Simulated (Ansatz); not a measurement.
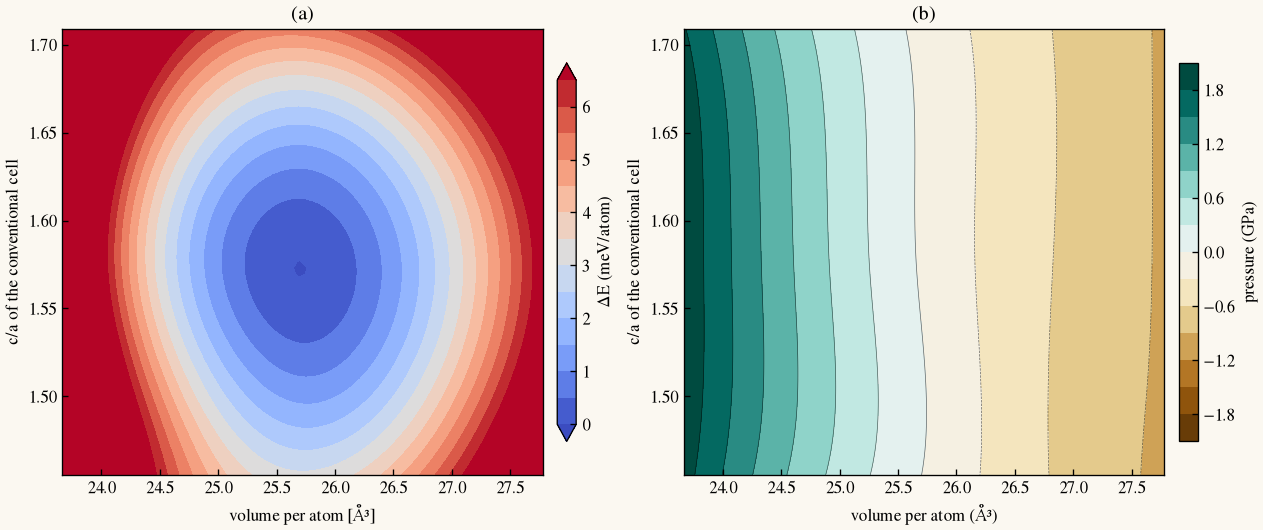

Hg (P6_3/mmc, No. 194; 2 atoms in the cell). 
- The energy is mapped over volume and the cell's shape.
- The first coordinate is: volume per atom; the second: c/a of the conventional cell.
- Nothing is relaxed (symmetry fixes all fractional coordinates).
- The grid has 5 × 5 points.
- Points are written as (first, second).
- All energies are given in meV/atom relative to the lowest grid point.
- Computed with Ansatz, DFT PBE+D3(BJ), scalar-relativistic, plane waves, PAW. Settings: cutoff 420 eV, k-mesh 18×18×10 in the order of the run's cell vectors, gaussian smearing 0.15 eV, no spin polarisation.

Panel (a) is the energy and panel (b) the computed pressure on the same grid.

The picture shows filled contours, one colour for all values above the top of the scale. Between grid points the surface is interpolated.

**How does the pressure vary over the map, and what is it at the lowest grid point?**

It runs from −0.96 GPa at (27.78 Å³, 1.455) to 2.03 GPa at (23.66 Å³, 1.577). At the lowest grid point, (25.72 Å³, 1.577), it is −0.04 GPa. The pressure is minus the slope of the energy with volume, so it vanishes at the true minimum, which need not be a grid point.

```csv
"c/a of the conventional cell ↓, volume per atom →",23.66,24.69,25.72,26.75,27.78
1.709,1.83,0.66,−0.09,−0.57,−0.94
1.641,2.02,0.78,−0.05,−0.56,−0.94
1.577,2.03,0.81,−0.04,−0.57,−0.94
1.515,2.02,0.85,0.01,−0.58,−0.93
1.455,1.93,0.76,−0.01,−0.58,−0.96
```
